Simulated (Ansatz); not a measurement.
**Al: single-point calculation**

- system: Al (I4/mmm, 1 atom in the cell)
- method: DFT PBE, scalar-relativistic, plane waves, PAW, no spin polarisation (Ansatz 0.2.0)

The structure derives from an entry of the Crystallography Open Database. It belongs to a series of runs on one base structure; here: ratio of the length along z to the lengths across it x 0.96, volume and fractional coordinates fixed. Figures and captions count atoms from 1; the log counts them from 0 in places.

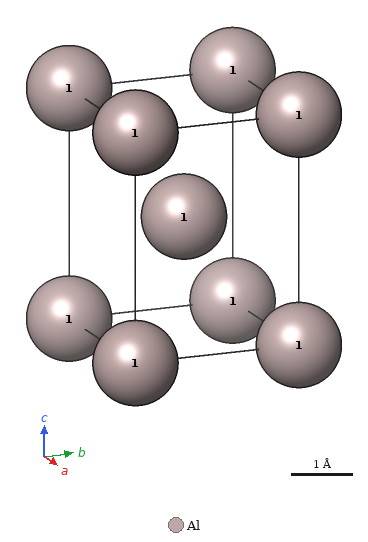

The structure (spheres-only view of the cell 2 times as large as that of the calculation, set on its symmetry axes, seen slightly off an axis; atoms are numbered from 1 in the order of the input). An atom can appear more than once, as a periodic image.

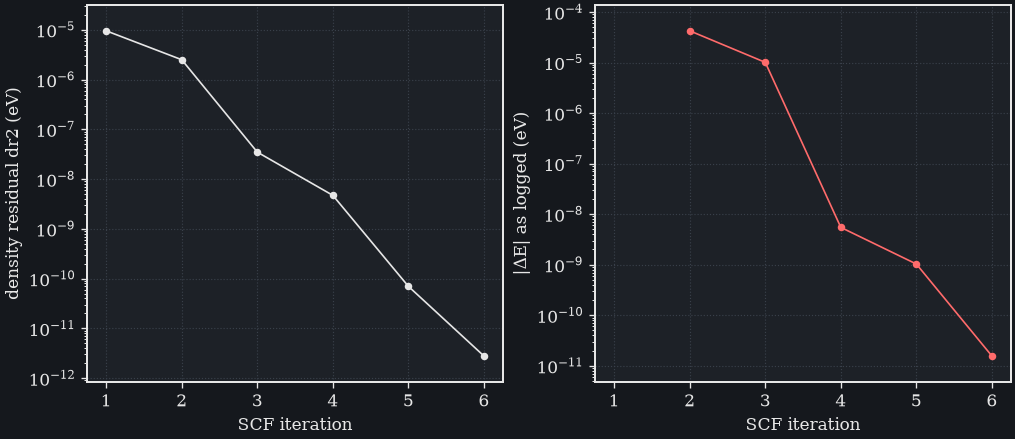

Convergence of the self-consistent field: density residual dr2 and size of the energy change against the SCF iteration. The residual falls at every step.

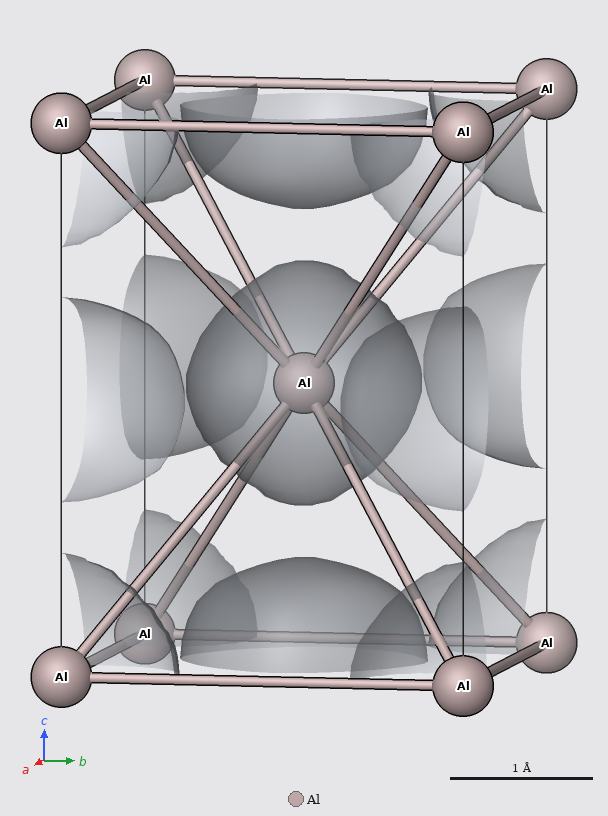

Isosurface of the electron localisation function at 0.45 (grey), seen slightly off an axis. Core shells and regions of very low density are left out. Sticks mark near contacts. The outline is the cell set on symmetry axes. Profiles from the grid: Al–Al (2.84 Å): the ELF is about 0.65 at the midpoint (nearly free electrons, as in a simple metal). Core electrons are frozen (PAW), so the fields are smoothed inside the atomic spheres.

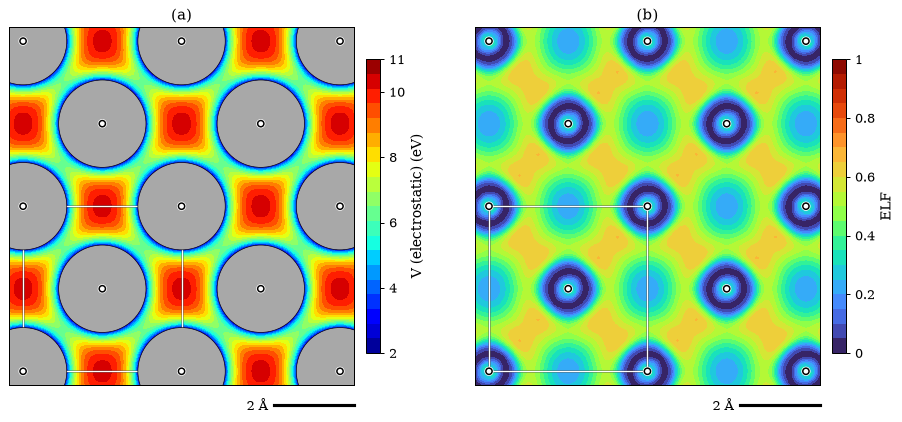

(a) electrostatic potential energy of an electron; (b) electron localisation function on the (11̄0) plane of the conventional cell. Circles mark the nuclei in the plane (Al). Grey discs, where drawn, cover atomic cores. Outside the cores the potential energy rises away from the atoms and is highest about 2.0 Å from the nearest atoms; outside the discs it spans about 8 eV, and its zero is arbitrary.

The input that produced these results follows, with the program's output.

## The input
```yaml
crystal:
  lattice:
    - [0.0, 2.0517091992, 1.9696408312]
    - [2.0517091992, 0.0, 1.9696408312]
    - [2.0517091992, 2.0517091992, 0.0]
  atoms:
    - { symbol: Al, position: [0.0, 0.0, 0.0] }
basis:
  ecutwfc: 420
kpoints:
  mp_grid: { grid: [22, 22, 22] }
hamiltonian:
  xc: pbe
scf:
  occupations: { method: gaussian, width: 0.15 }
output:
  forces: true
  stress: true
  eigenvalues: true
  write_density: true
  write_potential: true
  elf: true
  volumetric_format: npy
```

Launched with:
```bash
ansatz run input.yaml --threads 1 --pin off --max-ram 2560MiB --backend cpu --events-out ev --progress --plain --runs-dir out
```

## Output
```
Engine: ansatz 0.2.0, x86_64-unknown-linux-gnu
Pseudopotentials: kind: paw
Pseudopotential: Al, paw, valence charge 3, recommended cutoff 420 eV (normal), Al.paw.azcp
Functional definition: PBE
  parameter kappa = 0.804
  parameter beta = 0.06672455060314922
  exchange = pbe_x(kappa = kappa, mu = beta*pi^2/3)
  correlation = pbe_c(beta = beta)
Crystal: 1 atoms, lattice volume = 16.582 Å³
Basis set: ecut = 420 eV, 323 PW (Γ), exchange–correlation on 40×40×40 points (8 copies of the dense FFT grid, shifted against one another)
Bands: 6, of which v1, the nominal top of the filled ones, is band 2 counted from 1 (1 counted from 0)
Symmetry: 16 space group operations
Space group: I4/mmm (ITA 139), of the structure as read, at distance tolerance 2.6e-5 Å
k-points: 834 of 10648
Non-local potential: Al, projectors of the file, l = 0: 2, l = 1: 2, l = 2: 1
PAW form: soft (Blöchl's): semilocal exchange-correlation on the pseudo side does not see the compensation charge
PAW one-centre angular grid: Al, 110 points (default); XC on 64 Gauss nodes
Initial density: superposition of atomic densities (neutral atoms: chi_scale 0, normalization atom), corrected by the library's trained network
Initial wavefunctions: pseudopotential atomic-orbital guess
Functional: x = pbe(κ = 0.804, μ = 0.2195149727645171), c = pbe(β = 0.06672455060314922)
SCF iter   1: F=—  HF=-537.502395 eV  |F-HF|=—  |Δ(HF+E_count)|=         —  Δρ=4.53e-4  dr2=9.57e-6  ethr=1.77e-3  ⟨swp⟩=4.6  Hψ=41605  notcnv=0
preconditioner: auto → none  [metal: Δε(μ)=0.012 eV  Ē_g=13.154 eV  σ=0.150 eV  W_gap=0.05  n_scr=0 (ndim 8)  ℏωp=15.8 eV  f_vac=0.000  D(μ)=0.38/eV (n_scr^D=0)]
SCF iter   2: F=—  HF=-537.502437 eV  |F-HF|=—  |Δ(HF+E_count)|=   4.25e-5  Δρ=2.31e-4  dr2=2.51e-6  ethr=3.19e-7  ⟨swp⟩=2.0  Hψ=12813  notcnv=0
iter 3 did not close the SCF: its close was put off for the readings that it lacked (scf_convergence_deferred on its scf_iter line)
SCF iter   3: F=-537.502447 eV  HF=-537.502447 eV  |F-HF|=7.37e-9  |Δ(HF+E_count)|=   1.01e-5  Δρ=1.43e-5  dr2=3.49e-8  ethr=8.37e-8  ⟨swp⟩=2.0  Hψ=5883  notcnv=0
iter 4 did not close the SCF: its close was put off for the readings that it lacked (scf_convergence_deferred on its scf_iter line)
SCF iter   4: F=-537.502447 eV  HF=-537.502447 eV  |F-HF|=1.14e-9  |Δ(HF+E_count)|=   5.47e-9  Δρ=5.17e-6  dr2=4.72e-9  ethr=1.16e-9  ⟨swp⟩=1.0  Hψ=4639  notcnv=0
iter 5 did not close the SCF: its close was put off for the readings that it lacked (scf_convergence_deferred on its scf_iter line)
SCF iter   5: F=-537.502447 eV  HF=-537.502447 eV  |F-HF|=2.06e-11  |Δ(HF+E_count)|=   1.03e-9  Δρ=6.01e-7  dr2=7.01e-11  ethr=1.57e-10  ⟨swp⟩=1.0  Hψ=4639  notcnv=0
SCF iter   6: F=-537.502447 eV  HF=-537.502447 eV  |F-HF|=1.02e-12  |Δ(HF+E_count)|=  1.56e-11  Δρ=1.20e-7  dr2=2.79e-12  ethr=2.34e-12  ⟨swp⟩=4.0  Hψ=18657  notcnv=0
SCF 1 converged in 6 iterations: F = -537.502447 eV  dr2 = 2.79e-12
  greatest PAW one-centre occupation: 0.447 electrons in one spin orbital (limit 2), on the Al atom at site 0 (counted from 0), in its partial waves of l = 0
SCF converged after 6 iterations
Free energy (F): -537.502447 eV
Harris-Foulkes:  -537.502447 eV  (|F-HF|=1.02e-12)
Internal energy: -537.498147 eV  (E = F + TS)
E sigma→0 (E₀):  -537.500297 eV
Entropy (-TS):   -0.004300 eV (-4.300 meV/atom)
Fermi energy:    7.890305 eV
--- Per-component energies (eV) ---
  E_band       = 10.456251
  E_kinetic    = 22.687740
  E_local      = 9.815386  (includes V_loc(G=0)·N_el)
  E_nonlocal   = 10.315321
  E_hartree    = 0.101953
  E_xc         = -39.698401
  E_vxc        = -28.912877  (∫ρ·V_xc dr)
  E_paw        = -467.328629  (= ΣΔE_a)
  E_vpaw       = -3.653222  (= ΣTr[D̂ρ^β])
  E_aug_tail   = -0.000002  (compensation charges beyond the density's cutoff)
  E_ewald      = -73.391514
  E_smearing   = -0.004300  (= −TS)
  E_closure    = 0.000000  (closes the sum)
  Σ components = -537.502447   (vs F -537.502447, Δ=0.00e0)
--- Forces (eV/Å), atoms counted from 1 ---
  atom   1  Al    -0.00000000     0.00000000     0.00000000
  max |Σ_I F_I| component: 1.23e-32 eV/Å
--- Stress (GPa, compression-positive) ---
       -1.052929       0.000000       0.000000
        0.000000      -1.052929       0.000000
        0.000000       0.000000       1.195963
  P = ⅓ Tr σ = -0.3033 GPa (-3.033 kbar)
--- Band table (eV; the first three rows and the last of 834) ---
  k-point 0: bands = ["-3.2003", "20.2633", "20.2633", "20.6979", "21.8660", "21.9985"]
  k-point 1: bands = ["-3.1443", "19.2780", "20.0488", "20.3661", "22.1843", "22.2944"]
  k-point 2: bands = ["-2.9764", "17.5363", "19.6312", "19.9627", "22.6000", "22.8584"]
  k-point 833: bands = ["5.3939", "6.8534", "12.8111", "12.9757", "12.9757", "16.3963"]
```

## Summary

| quantity | value |
| --- | --- |
| outcome | converged |
| space group (tolerance 0.01 Å) | I4/mmm (139) |
| electrons treated | 3 |
| free energy | −537.5024 eV |
| Fermi energy | 7.890 eV |
| gap on the k-point mesh | none (metallic) |
| pressure | −0.30 GPa |
| largest force (length of the vector) | under 0.001 eV/Å |
| hardware | 1 thread of Intel Xeon (Sapphire Rapids), 32 GiB of memory available, shared host |
| wall time | 4.8 s |
| peak memory | 0.44 GiB |
